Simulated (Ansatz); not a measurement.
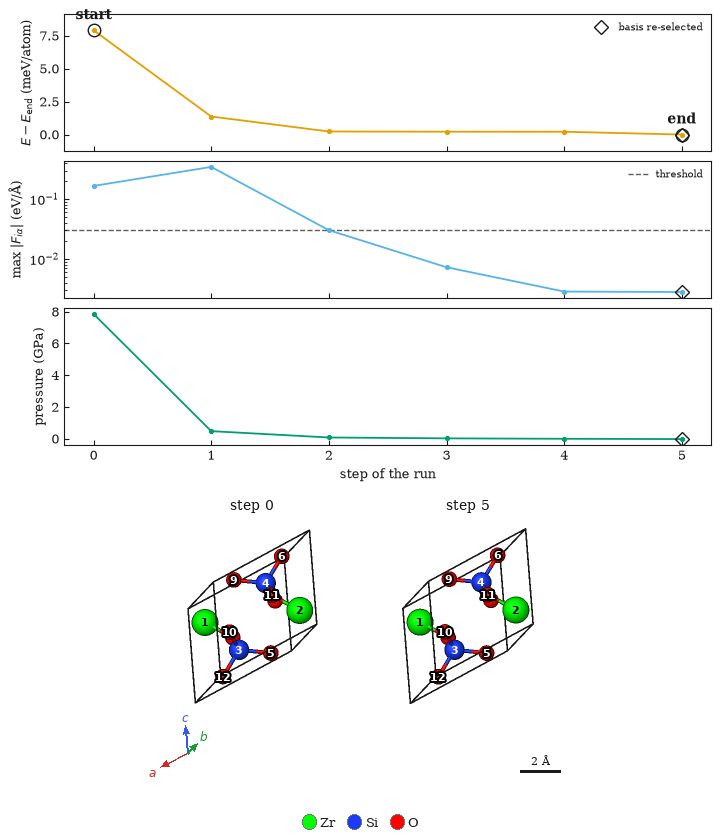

First and last geometry of a relaxation of a crystal of ZrSiO$_{4}$ (set up in I4_1/amd), with the history of the run. The picture is a ball-and-stick view of the cell of the calculation, seen from a free direction.

The start is a measured structure.

Level of theory: DFT, PAW plane waves, r2SCAN in Ansatz. Settings: plane-wave cutoff 500 eV; k-point mesh 5 × 5 × 5; occupations fermi dirac; smearing width 0.0621 eV; no spin polarisation; cell and atoms relaxed; force threshold 0.03 eV/Å; at most 80 steps.

> What do the curves and the structures tell?

It converged. After 4 accepted moves (5 points after the start) the energy has fallen by 7.9 meV per atom. Largest force component: 0.17 eV/Å at the start, 0.0028 eV/Å at the end. The pressure goes from 7.86 to −0.02 GPa. The SCF was repeated once at an unchanged geometry on a basis and grid sized afresh for the cell, which shifted the energy by 0.2 meV per atom at most. The largest moves relative to the cell, 0.005 Å, are those of O atoms. Zr and Si stay in place. The volume changes by +3.1 %, with a = b = c 5.502 → 5.559 Å (+1.0 %). Some distances before and after: O–Zr 2.250 → 2.275 Å, O–Zr 2.112 → 2.136 Å, O–Si 1.610 → 1.624 Å. The space group stays I4_1/amd (No. 141). Cost: 99 s on 2 threads of Arm Neoverse V1, on a shared host, peak memory 0.89 GiB.

```json
{"step": "0", "E − E(0), meV/atom": "0.00", "largest force component, eV/Å": "0.1660", "pressure, GPa": "7.86", "volume, Å³/atom": "10.617", "note": ""}
{"step": "1", "E − E(0), meV/atom": "-6.54", "largest force component, eV/Å": "0.3443", "pressure, GPa": "0.48", "volume, Å³/atom": "10.956", "note": ""}
{"step": "2", "E − E(0), meV/atom": "-7.68", "largest force component, eV/Å": "0.0303", "pressure, GPa": "0.08", "volume, Å³/atom": "10.950", "note": ""}
{"step": "3", "E − E(0), meV/atom": "-7.70", "largest force component, eV/Å": "0.0073", "pressure, GPa": "0.02", "volume, Å³/atom": "10.949", "note": ""}
{"step": "4", "E − E(0), meV/atom": "-7.70", "largest force component, eV/Å": "0.0029", "pressure, GPa": "0.00", "volume, Å³/atom": "10.949", "note": ""}
{"step": "5", "E − E(0), meV/atom": "-7.91", "largest force component, eV/Å": "0.0028", "pressure, GPa": "-0.02", "volume, Å³/atom": "10.949", "note": "same geometry, new basis"}
```
